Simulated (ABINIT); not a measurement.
## Run report: WSi₂, single-point calculation

The run: single-point calculation of WSi₂ (I4/mmm, 3 atoms in the cell). Method and program: Kohn-Sham DFT of a periodic cell, PBE0, SPMS NC PBE v1.0 (ABINIT 10.8.3).

The structure derives from an entry of the Crystallography Open Database. The run did not end well.

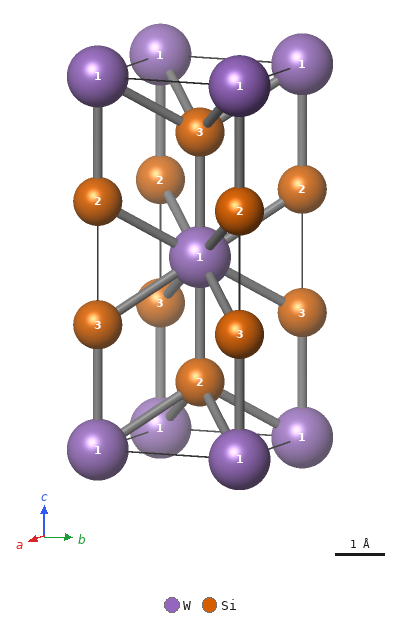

Figure 1. The structure (ball-and-stick view of the cell 2 times as large as that of the calculation, set on its symmetry axes, seen slightly off an axis; atoms are numbered from 1 in the order of the input). An atom can appear more than once, as a periodic image.

**What the run reported**

| quantity | value |
| --- | --- |
| outcome | stopped at the time limit |
| space group (tolerance 0.01 Å) | I4/mmm (139) |
| hardware | 4 threads of Arm Neoverse V1, 24 GiB of memory available, shared host |
| wall time | 23 min |
| peak memory | 0.28 GiB |

The run was cut off by its time limit, so the output is incomplete. Points of doubt noted for this run: coarse exchange mesh; cutoff too low for stress.

**Input**
```
pp_dirpath "./"
pseudos "74_W_14_2.3_2.5_pbe_n_v1.0.psp8, 14_Si_4_1.9_1.9_pbe_n_v1.0.psp8"

acell 4.5267083761 4.5267083761 4.5267083761 Angstrom
rprim
    -0.3549820016     0.3549820016     0.8648558013
     0.3549820016    -0.3549820016     0.8648558013
     0.3549820016     0.3549820016    -0.8648558013
ntypat 2
znucl 74 14
natom 3
typat 1 2 2
xred
     0.0000000000     0.0000000000     0.0000000000
     0.6653000000     0.6653000000     0.0000000000
     0.3347000000     0.3347000000     0.0000000000

ecut 14.0

kptopt 1
ngkpt 6 6 6
nshiftk 1
shiftk 0.0 0.0 0.0

ixc 41
fockdownsampling 2 2 2
hyb_mixing 0.5

nband 15
occopt 3
tsmear 0.05 eV

nstep 60
toldfe 1.0e-7

iomode 3
prtwf 0
prteig 0
prtebands 0
enunit 1
prtden 1
prtvha 1
prtvclmb 1
prtpot 1
prtelf 1
```

Launch command:
```bash
mpirun --bind-to none -np 4 abinit run.abi > log 2>&1
```

**Output**
```
.Version 10.8.3 of ABINIT
 Symmetries : space group I4/m m m (#139); Bravais tI (body-center tetrag.)
================================================================================
 Values of the parameters that define the memory need of the present run
     intxc =       0    ionmov =       0      iscf =       7    lmnmax =       8
     lnmax =       8     mgfft =      30  mpssoang =       4    mqgrid =    3001
     natom =       3  nloc_mem =       1    nspden =       1   nspinor =       1
    nsppol =       1      nsym =      16    n1xccc =    2501    ntypat =       2
    occopt =       3   xclevel =       2
       mpw =         693          nfft =       27000          nkpt =          30
================================================================================
================================================================================

--------------------------------------------------------------------------------
------------- Echo of variables that govern the present computation ------------
--------------------------------------------------------------------------------
 -outvars: echo values of preprocessed input variables --------
            acell      8.5542390827E+00  8.5542390827E+00  8.5542390827E+00 Bohr
              amu      1.83850000E+02  2.80855000E+01
             ecut      1.40000000E+01 Hartree
           enunit           1
 fockdownsampling           2       2       2
   hyb_mixing          5.0000000000E-01
              ixc          41
         kptrlatt        6    0    0      0    6    0      0    0    6
          kptrlen      3.64392109E+01
            natom           3
            nband          15
          nbandhf          15
            ngfft          30      30      30
             nkpt          30
           nkpthf          27
            nstep          60
             nsym          16
           ntypat           2
           occopt           3
        optforces           0
        optstress           0
        prtebands           0
           prteig           0
           prtelf           1
           prtpot           1
         prtvclmb           1
           prtvha           1
            prtwf           0
            rprim     -3.5498200160E-01  3.5498200160E-01  8.6485580130E-01
                       3.5498200160E-01 -3.5498200160E-01  8.6485580130E-01
                       3.5498200160E-01  3.5498200160E-01 -8.6485580130E-01
          spgroup         139
           toldfe      1.00000000E-07 Hartree
           tsmear      1.83746611E-03 Hartree
            typat      1  2  2
          usefock           1
           xangst      0.0000000000E+00  0.0000000000E+00  0.0000000000E+00
                       9.3843671544E-17 -4.5980333231E-17  5.2092324698E+00
                       7.3290081236E-18  1.6750143136E-17  2.6206675299E+00
            xcart      0.0000000000E+00  0.0000000000E+00  0.0000000000E+00
                       1.7733883787E-16 -8.6890236985E-17  9.8440226941E+00
                       1.3849818128E-17  3.1653183097E-17  4.9523438986E+00
             xred      0.0000000000E+00  0.0000000000E+00  0.0000000000E+00
                       6.6530000000E-01  6.6530000000E-01  1.4893066872E-17
                       3.3470000000E-01  3.3470000000E-01  7.4924236915E-18
            znucl       74.00000   14.00000

================================================================================

 chkinp: Checking input parameters for consistency.

================================================================================
== DATASET  1 ==================================================================

--- !DatasetInfo
iteration_state: {dtset: 1, }
dimensions: {natom: 3, nkpt: 30, mband: 15, nsppol: 1, nspinor: 1, nspden: 1, mpw: 693, }
cutoff_energies: {ecut:  14.0, pawecutdg:  -1.0, }
electrons: {nelect:   2.20000000E+01, charge:   0.00000000E+00, occopt:   3.00000000E+00, tsmear:   1.83746611E-03, }
meta: {optdriver: 0, ionmov: 0, optcell: 0, iscf: 7, paral_kgb: 0, }
...

 Exchange-correlation functional for the present dataset will be:
  PBE0 with alpha=0.25

 Real(R)+Recip(G) space primitive vectors, cartesian coordinates (Bohr,Bohr^-1):
 R(1)= -3.0366009  3.0366009  7.3981833  G(1)=  0.0000000  0.1646578  0.0675842
 R(2)=  3.0366009 -3.0366009  7.3981833  G(2)=  0.1646578  0.0000000  0.0675842
 R(3)=  3.0366009  3.0366009 -7.3981833  G(3)=  0.1646578  0.1646578  0.0000000
 Unit cell volume ucvol=  2.7287297E+02 bohr^3
 Angles (23,13,12)=  1.38415317E+02  1.38415317E+02  6.02675125E+01 degrees

 getcut: wavevector=  0.0000  0.0000  0.0000  ngfft=  30  30  30
         ecut(hartree)=     14.000   => boxcut(ratio)=   2.08333

--- Pseudopotential description ------------------------------------------------
- pspini: atom type   1  psp file is ./74_W_14_2.3_2.5_pbe_n_v1.0.psp8
    8   11    3    4       600   0.00000      pspcod,pspxc,lmax,lloc,mmax,r2well
    5.99000000000000    5.00000000000000    0.00000000000000   rchrg,fchrg,qchrg
     nproj     2     2     2     2
     extension_switch     1

- pspini: atom type   2  psp file is ./14_Si_4_1.9_1.9_pbe_n_v1.0.psp8
    8   11    2    4       600   0.00000      pspcod,pspxc,lmax,lloc,mmax,r2well
    5.99000000000000    4.00000000000000    0.00000000000000   rchrg,fchrg,qchrg
     nproj     2     2     2
     extension_switch     1

   1.51188663E+03                                ecore*ucvol(ha*bohr**3)
--------------------------------------------------------------------------------

================================================================================

--- !BeginCycle
iteration_state: {dtset: 1, }
solver: {iscf: 7, nstep: 60, nline: 4, wfoptalg: 0, }
tolerances: {toldfe: 1.00E-07, }
...

     iter   Etot(hartree)      deltaE(h)  residm     vres2
 ETOT  1  -80.927113867329    -8.093E+01 3.622E-02 9.567E+02
 ETOT  2  -83.895026095145    -2.968E+00 4.709E-03 1.066E+03
 ETOT  3  -83.998732145422    -1.037E-01 3.837E-03 9.936E+02
 ETOT  4  -83.810334589269     1.884E-01 2.104E-03 1.637E+03
 ETOT  5  -84.147260817026    -3.369E-01 4.341E-03 3.104E+02
 ETOT  6  -84.271738634316    -1.245E-01 1.037E-03 6.335E+01
 ETOT  7  -84.309930878245    -3.819E-02 3.611E-04 5.363E+00
 ETOT  8  -84.317412680829    -7.482E-03 1.913E-04 3.333E+00
 ETOT  9  -84.307235654105     1.018E-02 4.658E-04 1.357E+01
 ETOT 10  -84.296311014504     1.092E-02 3.100E-04 2.343E+01
 ETOT 11  -84.285833757467     1.048E-02 2.012E-04 3.906E+01
 ETOT 12  -84.279769262247     6.064E-03 4.975E-05 4.850E+01
 ETOT 13  -84.278701040213     1.068E-03 6.688E-06 4.968E+01
 ETOT 14  -84.287864183962    -9.163E-03 8.104E-05 1.302E+01
 ETOT 15  -84.291113138208    -3.249E-03 1.652E-05 6.677E+00
 ETOT 16  -84.293072452418    -1.959E-03 1.389E-05 2.099E+00
 ETOT 17  -84.294034119611    -9.617E-04 2.832E-05 1.743E-01
 ETOT 18  -84.293724079409     3.100E-04 1.723E-05 2.304E+00
 ETOT 19  -84.291612940868     2.111E-03 2.408E-05 1.066E+01
 ETOT 20  -84.290825997123     7.869E-04 7.667E-06 1.221E+01
 ETOT 21  -84.290533360979     2.926E-04 2.349E-06 1.292E+01
 ETOT 22  -84.290218861994     3.145E-04 2.487E-06 1.395E+01
 ETOT 23  -84.288394227171     1.825E-03 3.561E-04 2.048E+01
 ETOT 24  -84.285307730233     3.086E-03 7.773E-05 3.593E+01
 ETOT 25  -84.290634018597    -5.326E-03 4.025E-05 9.506E+00
 ETOT 26  -84.293417431904    -2.783E-03 3.901E-05 6.069E-01
 ETOT 27  -84.294086586427    -6.692E-04 6.855E-06 1.713E-01
 ETOT 28  -84.294237273024    -1.507E-04 1.834E-06 3.517E-01
```
